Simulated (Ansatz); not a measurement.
Single-point calculation, with input and output: C₈N (part 3 of 3)

Continued. System: C₈N (slab, 9 atoms in the cell). Method: DFT PBEsol, scalar-relativistic, plane waves, PAW, spin-polarised (Ansatz 0.2.0); cutoff 420 eV, 12×12×1 k-mesh, Gaussian smearing of 0.05 eV, collinear spins. The structure derives from an entry of the Crystallography Open Database. It belongs to a series of runs on one base structure; here: N lifted by +3.00 A from its best place.

Geometry of the input (Å; fractional positions):
```
2.4988  0.0000  0.0000
-1.2494  2.1640  0.0000
0.0000  0.0000  25.7639
C  0.3333  0.6667  0.3299
C  0.6667  0.3333  0.3502
C  0.6667  0.3333  0.4107
C  0.3333  0.6667  0.4310
C  0.3333  0.6667  0.5398
C  0.6667  0.3333  0.5404
C  0.6667  0.3333  0.6885
C  0.3333  0.6667  0.6885
N  0.5833  1.1667  0.8604
```

```
at 5 of the mixer's solves, the last at iteration 25, it left a direction of its history that read negative out of its fit and stepped the other way along it
WARN: The output density's exchange-correlation potential varies sharply where the density is thin. Do not read a vacuum level from v_tot or v_xc, or from such a field of the output density. On a cell that repeats whose density bears no net charge and no dipole along the vacuum's axis use v_es (v_loc + v_h of the components); under efield.dipole_correction with no amplitude use v_es + v_field, which holds any external_charges[].barrier, or the levels of the report's work_function block, which leave it out; under a non-zero efield.amplitude the vacuum is tilted and has no level; on a cell that repeats and bears such a dipole with no correction it is tilted too, and efield.dipole_correction with no amplitude gives each side of its ramp a level where efield: is served; in a cell that repeats whose density bears a net charge (total_charge, or a fill off its count) it is curved and has none; of a slab under crystal.periodic whose density bears no net charge use v_es, which has a level on each side, short of where the two are joined; of another it falls or rises all the way out and has none; of a slab beside external_charges read slab_vacuum_level instead, which it has where they leave it neutral. The grid or the basis barely resolves most such structure, and the values can differ between equally converged runs; as a rule a tighter scf.convergence.dr2_threshold does not remove it. Where the density itself ripples (under the LDA too) a higher basis.ecutwfc lessens it. The files hold the spikes' plane waves up to the density's cutoff. Files: v_tot_of_output_density and the like, and their columns of v_z.tsv (output.write_potential); v_xc_of_output_density and the like, and their columns of v_comp_z.tsv (output.write_potential_components). Measured: with its Gaussian average of σ = 0.25 Å subtracted twice, the exchange-correlation potential is over 0.1 eV at 1049 of the grid points where the equally averaged density (valence and model cores) is under 1e-3 e/Å³, and 0.987 eV at the most among them, at an averaged density of 8.4e-7 e/Å³. The input density's (outcome.potential() and, of a run that writes arrays, v_tot and v_xc) is over 0.1 eV, so measured, at 548 points of its own thin density, 0.756 eV at the most. See output.write_potential in the manual, Limitations
SCF converged after 37 iterations
an eigenvalue changed by more than its tolerance at an iteration that met the thresholds in force, so the SCF went on 1 time: the last check found none over its tolerance
Magnetization: 1.2361 μB (19.1180 up, 17.8820 down)
Absolute magnetization: 2.6187 μB (∫|ρ↑−ρ↓|, with the PAW one-centre terms)
Spin contamination: 0.5477 ħ² per cell (⟨S²⟩ above its minimum at these occupations)
Per-site moments (μB) at R_I (Å): [(-0.27278396648962916, 0.632953651121265), (0.034833337736928136, 0.632953651121265), (-0.03722099004360821, 0.6329536514832316), (0.2558933242669933, 0.6329536514832316), (-0.016451026015543237, 0.5951427275179203), (0.04057374087566329, 0.5951427275179203), (0.0010666852746330762, 0.5951102397335227), (-0.00034104343269106876, 0.5951102397335227), (1.0884565313500567, 1.0307611694693553)]
Free energy (F): -2342.376967 eV
Harris-Foulkes:  -2342.376967 eV  (|F-HF|=2.30e-9)
Internal energy: -2342.375867 eV  (E = F + TS)
E sigma→0 (E₀):  -2342.376417 eV
Entropy (-TS):   -0.001100 eV (-0.122 meV/atom)
Fermi energy:    0.968409 eV
Dipole field:    D = -0.055486 V/Å  (p = -0.042720 e·Å, saw-weighted, corrected)
Work function:   Φ+ = 7.0056 eV   Φ− = 5.5761 eV
Levels:          The Fermi level and band energies are counted from a zero that moves with the ramp; work functions are not
--- Per-component energies (eV) ---
  E_band       = -264.655663
  E_kinetic    = 829.512495
  E_local      = -18325.041440  (includes V_loc(G=0)·N_el)
  E_nonlocal   = 263.812926
  E_hartree    = 8789.599584
  E_xc         = -433.068646
  E_vxc        = -539.737261  (∫ρ·V_xc dr)
  E_paw        = -882.111381  (= ΣΔE_a)
  E_vpaw       = -69.827871  (= ΣTr[D̂ρ^β])
  E_aug_tail   = 0.000128  (compensation charges beyond the density's cutoff)
  E_efield     = 0.001185  (sawtooth field / dipole correction)
  E_vefield    = -2.575849  (∫n·V_field dr)
  E_ewald      = 7414.722378
  E_core_change = 0.196903  (= ΣΔE_core)
  E_smearing   = -0.001100  (= −TS)
  E_closure    = 0.000000  (closes the sum)
  Σ components = -2342.376967   (vs F -2342.376967, Δ=0.00e0)
--- Forces (eV/Å), atoms counted from 1 ---
  atom   1  C     -0.00000000     0.00000041     3.99840971
  atom   2  C      0.00000000    -0.00000011    -5.60345434
  atom   3  C      0.00000000    -0.00000030     5.49707354
  atom   4  C     -0.00000000     0.00000069    -3.95902558
  atom   5  C     -0.00000000    -0.00000638     0.04810493
  atom   6  C      0.00000000     0.00000650     0.00866620
  atom   7  C      0.00000000    -0.00000578     0.01281309
  atom   8  C     -0.00000000     0.00000145     0.01294853
  atom   9  N      0.00000000     0.00000355    -0.01552760
  max |Σ_I F_I| component: 8.48e-6 eV/Å
--- Stress (GPa, compression-positive) ---
       -9.646304      -0.000000       0.000000
       -0.000000      -9.646252       0.000018
        0.000000       0.000018      -1.687814
  P = ⅓ Tr σ = -6.9935 GPa (-69.935 kbar)
--- Band table (eV; the first three rows and the last of 86) ---
  k-point 0 ↑: bands = ["-19.3448", "-18.1774", "-17.9580", "-16.1014", "-13.6821", "-9.0676", "-6.5296", "-5.9911", "-2.0284", "-2.0147", "-2.0147", "-1.8292", "-1.8292", "-1.7069", "-0.8563", "-0.8563", "0.8629", "0.8629", "2.6269", "2.9433", "2.9433", "5.6492", "6.6239", "7.3640", "7.7917", "7.7917", "7.8206", "8.8002", "9.0477"]
  k-point 1 ↑: bands = ["-19.1728", "-18.0169", "-17.7980", "-15.9383", "-13.5519", "-8.9114", "-6.3429", "-5.8045", "-2.6578", "-2.4704", "-2.3420", "-2.1564", "-1.9196", "-1.7338", "-1.5578", "-1.2009", "0.1550", "0.5346", "2.5442", "2.6869", "2.8581", "5.8442", "6.8225", "7.5395", "7.8097", "8.0219", "8.2840", "9.0146", "9.0991"]
  k-point 2 ↑: bands = ["-18.6590", "-17.5372", "-17.3198", "-15.4505", "-13.1734", "-8.4598", "-5.7910", "-5.2515", "-4.2713", "-4.0794", "-3.6834", "-3.1097", "-2.9238", "-1.9949", "-1.7909", "-1.6107", "-0.9523", "-0.2275", "1.4952", "2.6313", "2.6394", "6.4154", "7.2905", "7.7251", "8.2005", "8.6134", "8.9942", "9.1946", "9.4338"]
  k-point 42 ↓: bands = ["-14.8928", "-13.9507", "-13.7803", "-11.8607", "-9.8287", "-9.3502", "-9.1902", "-9.1241", "-7.7435", "-7.5748", "-7.2636", "-7.1213", "-5.2318", "-5.0371", "-1.7985", "-1.3265", "-0.5200", "0.1413", "1.5730", "1.9590", "2.9149", "3.7860", "4.0552", "8.1249", "10.1797", "10.6776", "11.3157", "11.8397", "12.0118"]
--- Löwdin populations: 9 sites ---
  site symbol       q [e]    m [muB]
     0      C      3.9458    -0.6617
     1      C      4.0005     0.1040
     2      C      4.0008    -0.1042
     3      C      3.9773     0.6108
     4      C      3.9547    -0.0489
     5      C      3.9554     0.0960
     6      C      3.9485     0.0026
     7      C      3.9479    -0.0013
     8      N      5.0210     1.2353
  spilling = 0.006711 (of n_electrons = 37.000000)
```

## File populations.tsv
```
# site	symbol	l	j	q_up	q_dn
# orbitals = lowdin
# n_electrons = 37.000000
# spilling = 0.006711
0	C	0_2S	-	0.483894	0.581466
0	C	1_2P	-	1.158151	1.722298
1	C	0_2S	-	0.489688	0.469610
1	C	1_2P	-	1.562515	1.478641
2	C	0_2S	-	0.469386	0.490082
2	C	1_2P	-	1.478915	1.562382
3	C	0_2S	-	0.579154	0.488717
3	C	1_2P	-	1.714891	1.194534
4	C	0_2S	-	0.458432	0.461614
4	C	1_2P	-	1.494468	1.540177
5	C	0_2S	-	0.461524	0.456879
5	C	1_2P	-	1.564151	1.472832
6	C	0_2S	-	0.459642	0.459520
6	C	1_2P	-	1.515872	1.513433
7	C	0_2S	-	0.459584	0.459663
7	C	1_2P	-	1.513731	1.514903
8	N	0_2S	-	0.995222	0.980160
8	N	1_2P	-	2.132911	0.912661
```

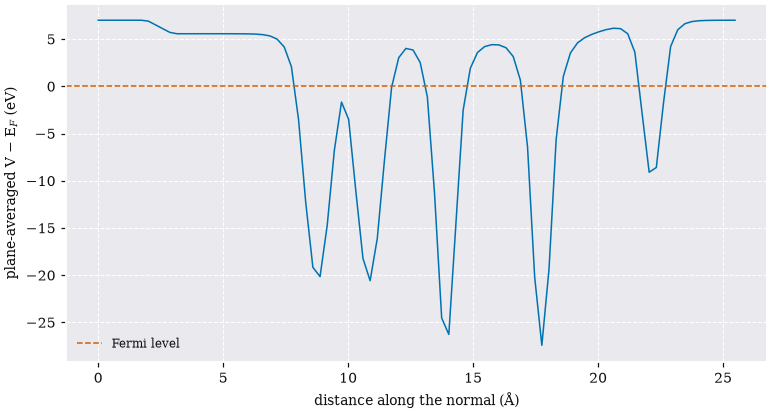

Figure 1. Plane average of the electrostatic potential energy of an electron across the cell, from the Fermi level. The vacuum level lies 7.01 eV above the Fermi level on the upper side and 5.58 eV on the lower.

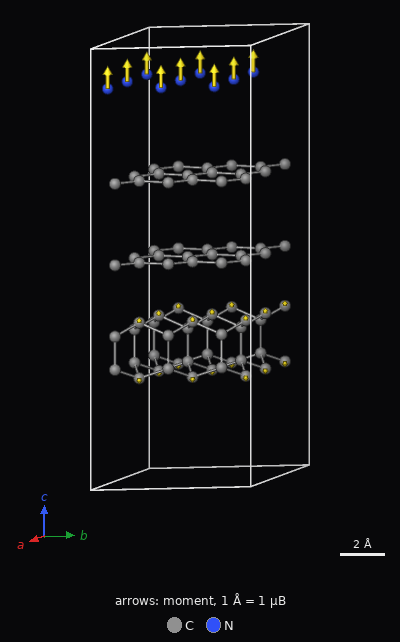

Figure 2. Magnetic moments of the sites as yellow arrows (ball-and-stick view of the 3 × 3 repeat of the cell, with the vacuum cut short, seen slightly off an axis); small moments hardly show. The run is collinear, so the axis drawn is arbitrary. Site moments: N9 (1.09 μB); C1 (−0.27 μB); C4 (0.26 μB). They are counted near the atoms and needn't add up to the moment of the cell. Atoms are counted from 1 in the order of the input.

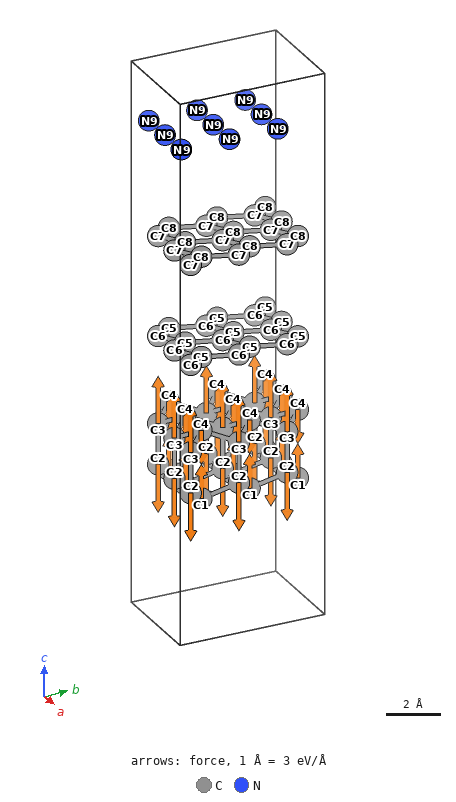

Figure 3. Forces on the atoms as orange arrows (ball-and-stick view of the 3 × 3 repeat of the cell, with the vacuum cut short, seen slightly off an axis; atoms are numbered from 1 in the order of the input); the smallest are left out. The largest act on C2 (5.60 eV/Å); C3 (5.50 eV/Å); C1 (4.00 eV/Å); C4 (3.96 eV/Å). The geometry is not a stationary point of this energy.

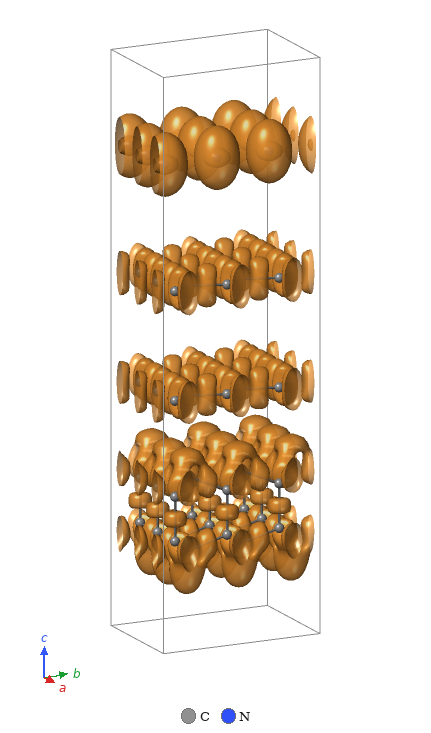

Figure 4. Isosurface of the ELF at 0.75 (orange), seen slightly off an axis. Core shells and regions of very low density are left out. Sticks mark near contacts. Along the contacts the grid gives the following. C–C (1.44 Å): the ELF peaks at about 0.95 between the atoms, which marks localised, shared-pair bonding. Core electrons are frozen (PAW), so the fields are smoothed inside the atomic spheres.

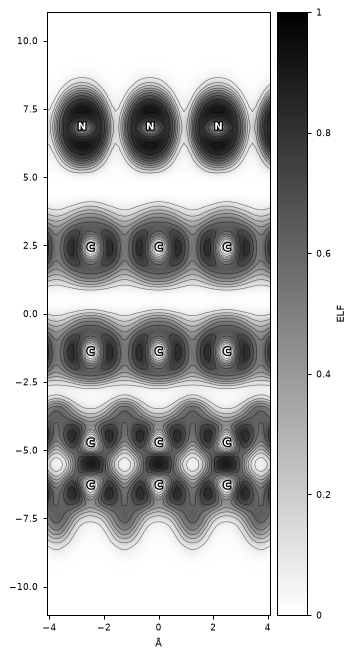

Figure 5. Electron localisation function on the (11̄0) plane of the calculation cell, a cut from vacuum to vacuum. Atoms in the plane: C and N.

## Key numbers

| quantity | value |
| --- | --- |
| outcome | converged |
| electrons treated | 37 |
| free energy | −2342.3770 eV |
| work function, top face | 7.01 eV |
| work function, bottom face | 5.58 eV |
| Fermi energy | 0.968 eV |
| gap on the k-point mesh | none (metallic) |
| net moment of the cell | 1.24 μB |
| integrated absolute moment | 2.62 μB |
| work function (upper face) | 7.01 eV |
| largest force (length of the vector) | 5.603 eV/Å |
| hardware | 2 threads of AMD EPYC (Zen 5), 32 GiB of memory available, shared host |
| wall time | 21 s (CPU time 41 s) |
| peak memory | 0.59 GiB |

Warnings of the run: the exchange-correlation potential is rough where the density is thin.
